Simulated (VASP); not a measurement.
Geometry relaxation of P

The run: geometry relaxation of P (2 atoms in the cell). Method and program: Kohn-Sham DFT of a periodic cell, PBEsol, VASP PAW PBE potentials, recommended, no spin polarisation (VASP 6.6.1).

The structure derives from a Materials Project entry.

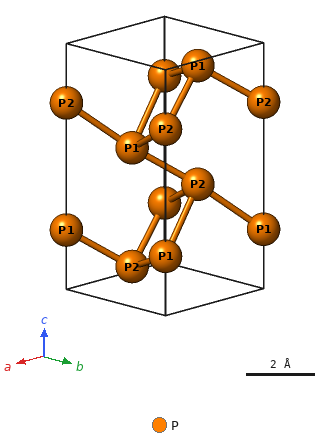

The input geometry (ball-and-stick view of the cell 3 times as large as that of the calculation, set on its symmetry axes, seen at an oblique angle; atoms are numbered from 1 in the order of the input). An atom can appear more than once, as a periodic image. Near neighbours in the periodic cell (some may lie outside the picture): P has 6 P at 2.31 to 2.47 Å.

### INCAR
```
SYSTEM = P
ALGO = Normal
EDIFF = 1E-7
EDIFFG = -0.002
ENCUT = 520
GGA = PS
IBRION = 2
ISIF = 3
ISMEAR = 0
LASPH = .True.
LCHARG = .False.
LREAL = .False.
LWAVE = .False.
NELM = 100
NSW = 80
PREC = Accurate
PSTRESS = 74.0
SIGMA = 0.02
```

### KPOINTS
```
k-points
0
Gamma
  12 12 12
  0 0 0
```

### POSCAR
```
P                                       
1.0
    1.6900431602      0.9757468768      2.7551606020
   -1.6900431602      0.9757468768      2.7551606020
   -0.0000000000     -1.9514937402      2.7551606007
  P             
     2
Direct
     0.2414202526457792    0.2414202526457792    0.2414202526488571
     0.7585797473542207    0.7585797473542207    0.7585797473511429
```

Launched with:
```bash
cat potpaw_PBE.64/P/POTCAR > POTCAR
mpirun -np 1 vasp_std > vasp.out
```

### OSZICAR
```
N       E                     dE             d eps       ncg     rms          rms(c)
DAV:   1     0.205063186828E+02    0.20506E+02   -0.48822E+03  3410   0.979E+02
DAV:   2    -0.107074267525E+02   -0.31214E+02   -0.30216E+02  5035   0.129E+02
DAV:   3    -0.115619588880E+02   -0.85453E+00   -0.84305E+00  4375   0.227E+01
DAV:   4    -0.115665910951E+02   -0.46322E-02   -0.46304E-02  5130   0.171E+00
DAV:   5    -0.115666060692E+02   -0.14974E-04   -0.14971E-04  4489   0.703E-02    0.742E+00
DAV:   6    -0.115428264987E+02    0.23780E-01   -0.57838E-03  4471   0.560E-01    0.441E+00
DAV:   7    -0.115300536872E+02    0.12773E-01   -0.10525E-02  4107   0.838E-01    0.110E-01
DAV:   8    -0.115300466359E+02    0.70513E-05   -0.88818E-04  4208   0.261E-01    0.622E-02
DAV:   9    -0.115300542285E+02   -0.75925E-05   -0.31331E-05  4534   0.521E-02    0.396E-02
DAV:  10    -0.115300565616E+02   -0.23331E-05   -0.22427E-06  4369   0.146E-02    0.465E-03
DAV:  11    -0.115300566377E+02   -0.76079E-07   -0.12147E-07  3522   0.300E-03
   1 F= -.10270974E+02 E0= -.10270940E+02  d E =-.102710E+02
       N       E                     dE             d eps       ncg     rms          rms(c)
DAV:   1    -0.115298816341E+02    0.17493E-03   -0.20890E-05  4135   0.288E-02    0.331E-03
DAV:   2    -0.115298814873E+02    0.14680E-06   -0.56269E-07  4308   0.650E-03    0.182E-03
DAV:   3    -0.115298814101E+02    0.77240E-07   -0.16330E-07  2473   0.262E-03
   2 F= -.10270974E+02 E0= -.10270940E+02  d E =-.545174E-06
```

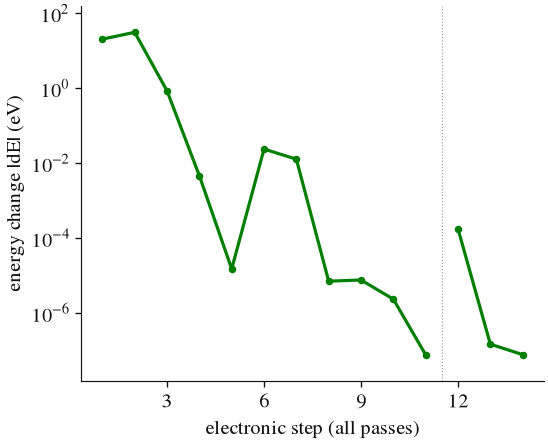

Convergence of the self-consistent field: energy change |dE| against the electronic step. Each stretch between dotted lines is the SCF of one geometry step of a relaxation. The 2 ionic steps take 3 to 11 electronic steps each. The density is held fixed in the first few steps, and dE rises again when its update begins.

### Parts of OUTCAR
```
SYSTEM = P
   EDIFF = 1E-7
   EDIFFG = -0.002
   ENCUT = 520
   GGA = PS
   IBRION = 2
   ISIF = 3
   ISMEAR = 0
   LASPH = .True.
   LREAL = .False.
   NELM = 100
   NSW = 80
   PREC = Accurate
   PSTRESS = 74.0

 ion  position               nearest neighbor table
   1  0.241  0.241  0.241-   2 2.31   2 2.31   2 2.31   2 2.47   2 2.47   2 2.47
   2  0.759  0.759  0.759-   1 2.31   1 2.31   1 2.31   1 2.47   1 2.47   1 2.47

  LATTYP: Found a trigonal (rhomboedric) cell.
 ALAT       =     3.3762757283
 COS(alpha) =     0.4988707254

  Lattice vectors:

 A1 = (   1.6900431602,   0.9757468768,   2.7551606020)
 A2 = (  -1.6900431602,   0.9757468768,   2.7551606020)
 A3 = (   0.0000000000,  -1.9514937402,   2.7551606007)

Analysis of symmetry for initial positions (statically):
=====================================================================
 Subroutine PRICEL returns:
 Original cell was already a primitive cell.

 Routine SETGRP: Setting up the symmetry group for a
 trigonal (rhombohedral) supercell.

 Subroutine GETGRP returns: Found 12 space group operations
 (whereof 12 operations were pure point group operations)
 out of a pool of 12 trial point group operations.

The static configuration has the point symmetry D_3d.

Analysis of symmetry for dynamics (positions and initial velocities):
=====================================================================
 Subroutine PRICEL returns:
 Original cell was already a primitive cell.

 Routine SETGRP: Setting up the symmetry group for a
 trigonal (rhombohedral) supercell.

 Subroutine GETGRP returns: Found 12 space group operations
 (whereof 12 operations were pure point group operations)
 out of a pool of 12 trial point group operations.

The dynamic configuration has the point symmetry D_3d.

 Subroutine INISYM returns: Found 12 space group operations
 (whereof 12 operations are pure point group operations),
 and found     1 'primitive' translations

----------------------------------------------------------------------------------------

                                     Primitive cell

  volume of cell :      27.2605

  direct lattice vectors                    reciprocal lattice vectors
     1.690043160  0.975746877  2.755160602     0.295850433  0.170809327  0.120985082
    -1.690043160  0.975746877  2.755160602    -0.295850433  0.170809327  0.120985082
     0.000000000 -1.951493740  2.755160601     0.000000000 -0.341618654  0.120985083

  length of vectors
     3.376275728  3.376275728  3.376275722     0.362409568  0.362409568  0.362409568

  position of ions in fractional coordinates (direct lattice)
     0.241420253  0.241420253  0.241420253
     0.758579747  0.758579747  0.758579747

  ion indices of the primitive-cell ions
   primitive index   ion index
                 1           1
                 2           2

----------------------------------------------------------------------------------------

 KPOINTS: k-points

Automatic generation of k-mesh.
 Grid dimensions read from file:
 generate k-points for:   12   12   12

 Generating k-lattice:

  Cartesian coordinates                     Fractional coordinates (reciprocal lattice)
     0.024654203  0.014234111  0.010082090     0.083333333  0.000000000  0.000000000
    -0.024654203  0.014234111  0.010082090     0.000000000  0.083333333  0.000000000
     0.000000000 -0.028468221  0.010082090     0.000000000  0.000000000  0.083333333

  Length of vectors
     0.030200797  0.030200797  0.030200797

  Shift w.r.t. Gamma in fractional coordinates (k-lattice)
     0.000000000  0.000000000  0.000000000

 Subroutine IBZKPT returns following result:
 ===========================================

 Found    189 irreducible k-points:

 Following reciprocal coordinates:
            Coordinates               Weight
  0.000000  0.000000  0.000000      1.000000
  0.083333 -0.000000 -0.000000      6.000000
  0.166667  0.000000 -0.000000      6.000000
  0.250000  0.000000 -0.000000      6.000000
  0.333333  0.000000 -0.000000      6.000000
  0.416667  0.000000 -0.000000      6.000000
  0.500000  0.000000 -0.000000      3.000000
  0.083333  0.083333 -0.000000      6.000000
  0.166667  0.083333 -0.000000     12.000000
  0.250000  0.083333 -0.000000     12.000000
  0.333333  0.083333 -0.000000     12.000000
  0.416667  0.083333 -0.000000     12.000000
  0.500000  0.083333 -0.000000     12.000000
 -0.416667  0.083333  0.000000     12.000000
 -0.333333  0.083333  0.000000     12.000000
 -0.250000  0.083333  0.000000     12.000000
 -0.166667  0.083333  0.000000     12.000000
 -0.083333  0.083333  0.000000      6.000000
  0.166667  0.166667 -0.000000      6.000000
  0.250000  0.166667 -0.000000     12.000000
  0.333333  0.166667 -0.000000     12.000000
  0.416667  0.166667 -0.000000     12.000000
  0.500000  0.166667 -0.000000     12.000000
 -0.416667  0.166667  0.000000     12.000000
 [... further k-points ...]
   k-points           NKPTS =    189   k-points in BZ     NKDIM =    189   number of bands    NBANDS=      9
   number of dos      NEDOS =    301   number of ions     NIONS =      2
   total plane-waves  NPLWV =  21952
   dimension x,y,z NGX =    28 NGY =   28 NGZ =   28
   dimension x,y,z NGXF=    56 NGYF=   56 NGZF=   56
   ions per type =               2
   NGX,Y,Z   is equivalent  to a cutoff of  13.79, 13.79, 13.79 a.u.
   NGXF,Y,Z  is equivalent  to a cutoff of  27.57, 27.57, 27.57 a.u.
 SYSTEM =  P
   PREC   = accura    normal or accurate (medium, high low for compatibility)
   ISTART =      0    job   : 0-new  1-cont  2-samecut
   ICHARG =      2    charge: 1-file 2-atom 10-const
   ISPIN  =      1    spin polarized calculation?
   LNONCOLLINEAR =      F non collinear calculations
   LSORBIT =      F    spin-orbit coupling
   LASPH  =      T    aspherical Exc in radial PAW
   ENCUT  =  520.0 eV  38.22 Ry    6.18 a.u.   6.28  6.28  6.28*2*pi/ulx,y,z
   NELM   =    100;   NELMIN=  2; NELMDL= -5     # of ELM steps
   EDIFF  = 0.1E-06   stopping-criterion for ELM
   LREAL  =      F    real-space projection
   EDIFFG = -.2E-02   stopping-criterion for IOM
   NSW    =     80    number of steps for IOM
   IBRION =      2    ionic relax: 0-MD 1-quasi-New 2-CG
   NFREE  =      1    steps in history (QN), initial steepest desc. (CG)
   ISIF   =      3    stress and relaxation
   ISYM   =      2    0-nonsym 1-usesym 2-fastsym
   POTIM  = 0.5000    time-step for ionic-motion
   TEBEG  =    0.0;   TEEND  =   0.0 temperature during run
   PSTRESS=   74.0 pullay stress
   NELECT =      10.0000    total number of electrons
   NUPDOWN=      -1.0000    fix difference up-down
   EMIN   =  10.00;   EMAX   =-10.00  energy-range for DOS
   EFERMI =   0.00;   METHOD = LEGACY
   ISMEAR =     0;   SIGMA  =   0.02  broadening in eV -4-tet -1-fermi 0-gaus
   EFERMI_NEDOS =   21; number of points for ismear=-14 and -15
   IALGO  =     38    algorithm
   IMIX   =      4    mixing-type and parameters
     AMIX     =   0.40;   BMIX     =  1.00
     AMIX_MAG =   1.60;   BMIX_MAG =  1.00
  volume/ion in A,a.u.               =      13.63        91.98
  Fermi-wavevector in a.u.,A,eV,Ry     =   1.171918  2.214603 18.686121  1.373391
  Thomas-Fermi vector in A             =   2.308354
   LORBIT       =      0    0 simple, 1 ext, 2 COOP (PROOUT), +10 PAW based schemes
   GGA     = PS    functional components
   LHFCALC =     F    Hartree Fock is set to
   AEXX    =    0.0000 exact exchange contribution
   IVDW    =     0    specifies the selected vdW correction
   LEPSILON=     F    determine dielectric tensor
   LRPA    =     F    only Hartree local field effects (RPA)
 conjugate gradient relaxation of ions
 non-spin polarized calculation
 Gauss-broadening in eV      SIGMA  =   0.02
  energy-cutoff  :      520.00
  volume of cell :       27.26
 maximum number of plane-waves:       754
 NGX is ok and might be reduce to    28
   NGX = 13   NGY = 13   NGZ = 13

--------------------------------------- Ionic step        1  -------------------------------------------

 number of electron      10.0000000 magnetization

 Free energy of the ion-electron system (eV)
  ---------------------------------------------------
  ext. energy  EPLUGINS =         0.00000000
  ---------------------------------------------------
  free energy    TOTEN  =       -11.53005664 eV

  energy without entropy =      -11.52998806  energy(sigma->0) =      -11.53002235

------------------------ aborting loop because EDIFF is reached ----------------------------------------

  FORCE on cell =-STRESS in cart. coord.  units (eV):
  Direction    XX          YY          ZZ          XY          YZ          ZX
  --------------------------------------------------------------------------------------
  -------------------------------------------------------------------------------------
  Total        1.2588749      1.2588749      1.2537108      0.0000000      0.0000000      0.0000000
  in kB       73.9877845     73.9877843     73.6842756      0.0000000      0.0000002      0.0000000
  external PRESSURE =      -0.1133852 kB  Pullay stress =      74.0000000 kB

 VOLUME and BASIS-vectors are now :
 -----------------------------------------------------------------------------
  energy-cutoff  :      520.00
  volume of cell :       27.26
      direct lattice vectors                 reciprocal lattice vectors
     1.690043160  0.975746877  2.755160602     0.295850433  0.170809327  0.120985082
    -1.690043160  0.975746877  2.755160602    -0.295850433  0.170809327  0.120985082
     0.000000000 -1.951493740  2.755160601     0.000000000 -0.341618654  0.120985083

 POSITION                                       TOTAL-FORCE (eV/Angst)
 -----------------------------------------------------------------------------------
      0.00000      0.00000      1.99545         0.000000      0.000000      0.000687
      0.00000      0.00000      6.27003         0.000000     -0.000000     -0.000687
 -----------------------------------------------------------------------------------
    total drift:                               -0.000000      0.000000     -0.000000

  FREE ENERGIE OF THE ION-ELECTRON SYSTEM (eV)
  ---------------------------------------------------
  free  energy   TOTEN  =       -11.5300566377 eV

  energy  without entropy=      -11.5299880630  energy(sigma->0) =      -11.53002235

  enthalpy is  TOTEN    =       -10.2709738968 eV   P V=        1.2590827408

--------------------------------------- Ionic step        2  -------------------------------------------

 number of electron      10.0000000 magnetization

 Free energy of the ion-electron system (eV)
  ---------------------------------------------------
  ext. energy  EPLUGINS =         0.00000000
  ---------------------------------------------------
  free energy    TOTEN  =       -11.52988141 eV

  energy without entropy =      -11.52981192  energy(sigma->0) =      -11.52984667

 E-fermi :  10.7424     XC(G=0): -11.6579     alpha+bet :-16.2018

 val. band max:       10.7365430163   @ k =   0.3333   0.0000  -0.0000
 cond. band min:      10.7437894838   @ k =   0.3333   0.3333   0.3333
 fundamental gap:      0.0072464674
 Fermi energy:        10.7424019761

 k-point     1 :       0.0000    0.0000    0.0000
  band No.  band energies     occupation
      1      -6.6709      2.00000
      2       8.2221      2.00000
      3       8.2221      2.00000
      4       8.4411      2.00000
      5       9.7330      2.00000
      6      14.3040      0.00000
      7      14.6917      0.00000
      8      14.6917      0.00000
      9      16.2011      0.00000

 k-point     2 :       0.0833   -0.0000   -0.0000
  band No.  band energies     occupation
      1      -6.5456      2.00000
      2       6.9354      2.00000
      3       8.1836      2.00000
      4       8.3801      2.00000
      5      10.6048      2.00000
      6      14.2203      0.00000
      7      14.5686      0.00000
      8      14.8459      0.00000
      9      15.3566      0.00000

 k-point     3 :       0.1667    0.0000   -0.0000
  band No.  band energies     occupation
      1      -6.1704      2.00000
      2       4.9645      2.00000
      3       8.1053      2.00000
      4       8.3032      2.00000
      5      11.2548      0.00000
      6      13.2557      0.00000
      7      13.2671      0.00000
      8      14.7951      0.00000
      9      15.8620      0.00000

 k-point     4 :       0.2500    0.0000   -0.0000
  band No.  band energies     occupation
      1      -5.5478      2.00000
      2       2.9647      2.00000
      3       8.0605      2.00000
      4       8.2702      2.00000
      5      11.3268      0.00000
      6      11.9849      0.00000
      7      12.1360      0.00000
      8      14.1342      0.00000
      9      17.1863      0.00000

 k-point     5 :       0.3333    0.0000   -0.0000
  band No.  band energies     occupation
      1      -4.6823      2.00000
      2       1.0645      2.00000
      3       8.1032      2.00000
      4       8.3439      2.00000
      5      10.7365      1.32134
      6      10.9369      0.00000
      7      11.7443      0.00000
      8      13.3874      0.00000
      9      18.7927      0.00000

 [... the levels of 18 k-points are left out ...]

 k-point    24 :      -0.4167    0.1667    0.0000
  band No.  band energies     occupation
      1      -2.3325      2.00000
      2      -1.3572      2.00000
      3       5.1581      2.00000
      4       7.4053      2.00000
      5       8.7340      2.00000
      6      11.5839      0.00000
      7      14.1061      0.00000
      8      15.6822      0.00000
      9      19.3777      0.00000

 [... further k-points ...]

------------------------ aborting loop because EDIFF is reached ----------------------------------------

  FORCE on cell =-STRESS in cart. coord.  units (eV):
  Direction    XX          YY          ZZ          XY          YZ          ZX
  --------------------------------------------------------------------------------------
  -------------------------------------------------------------------------------------
  Total        1.2601484      1.2601484      1.2580317      0.0000000      0.0000000     -0.0000000
  in kB       74.0729738     74.0729736     73.9485500      0.0000000      0.0000002     -0.0000000
  external PRESSURE =       0.0314992 kB  Pullay stress =      74.0000000 kB

 VOLUME and BASIS-vectors are now :
 -----------------------------------------------------------------------------
  energy-cutoff  :      520.00
  volume of cell :       27.26
      direct lattice vectors                 reciprocal lattice vectors
     1.690034687  0.975741985  2.754803593     0.295851916  0.170810183  0.121000762
    -1.690034687  0.975741985  2.754803593    -0.295851916  0.170810183  0.121000762
    -0.000000000 -1.951483956  2.754803592     0.000000000 -0.341620367  0.121000762

 POSITION                                       TOTAL-FORCE (eV/Angst)
 -----------------------------------------------------------------------------------
     -0.00000      0.00000      1.99523        -0.000000      0.000000      0.001050
     -0.00000      0.00000      6.26918         0.000000     -0.000000     -0.001050
 -----------------------------------------------------------------------------------
    total drift:                                0.000000     -0.000000     -0.000000

  FREE ENERGIE OF THE ION-ELECTRON SYSTEM (eV)
  ---------------------------------------------------
  free  energy   TOTEN  =       -11.5298814101 eV

  energy  without entropy=      -11.5298119214  energy(sigma->0) =      -11.52984667

  enthalpy is  TOTEN    =       -10.2709744420 eV   P V=        1.2589069681

 reached required accuracy - stopping structural energy minimisation
```

### CONTCAR
```
P
   1.00000000000000
     1.6900346872768646    0.9757419850579079    2.7548035933556605
    -1.6900346872768646    0.9757419850579079    2.7548035933556605
    -0.0000000000000000   -1.9514839561991866    2.7548035918728395
  P
     2
Direct
     0.2414242629099667    0.2414242629099667    0.2414242629130434
     0.7585757370900332    0.7585757370900332    0.7585757370869566

  0.00000000E+00  0.00000000E+00  0.00000000E+00
  0.00000000E+00  0.00000000E+00  0.00000000E+00
```

### Trajectory as extended XYZ (Å, eV, eV/Å), 2 frames, from step=0 to step=1
```
2
Lattice="1.6900 0.9757 2.7552 -1.6900 0.9757 2.7552 0.0000 -1.9515 2.7552" Properties=species:S:1:pos:R:3:forces:R:3 step=0 energy=-11.53006
P     0.0000    0.0000    1.9955    0.0000   0.0000   0.0007
P     0.0000    0.0000    6.2700    0.0000   0.0000  -0.0007
2
Lattice="1.6900 0.9757 2.7548 -1.6900 0.9757 2.7548 -0.0000 -1.9515 2.7548" Properties=species:S:1:pos:R:3:forces:R:3 step=1 energy=-11.52988
P     0.0000    0.0000    1.9952    0.0000   0.0000   0.0010
P     0.0000    0.0000    6.2692    0.0000   0.0000  -0.0010
```

### Summary

```csv
quantity,value
outcome,converged
space group (tolerance 0.01 Å),R-3m (166)
electrons treated,10
free energy,−11.5299 eV
gap on the k-point mesh,none (metallic)
pressure,7.40 GPa
final volume,27.26 Å³
largest force (length of the vector) at the end,0.001 eV/Å
final cell,"a = 3.376 Å, b = 3.376 Å, c = 3.376 Å, α = 60.08°, β = 60.08°, γ = 60.08°"
hardware,"1 thread of Intel Xeon (Granite Rapids), 128 GiB of memory available, shared host"
wall time,24 s
peak memory,0.17 GiB
```

### Notes

The cell was relaxed to the target pressure of the input; what is minimised is then the enthalpy E + pV.
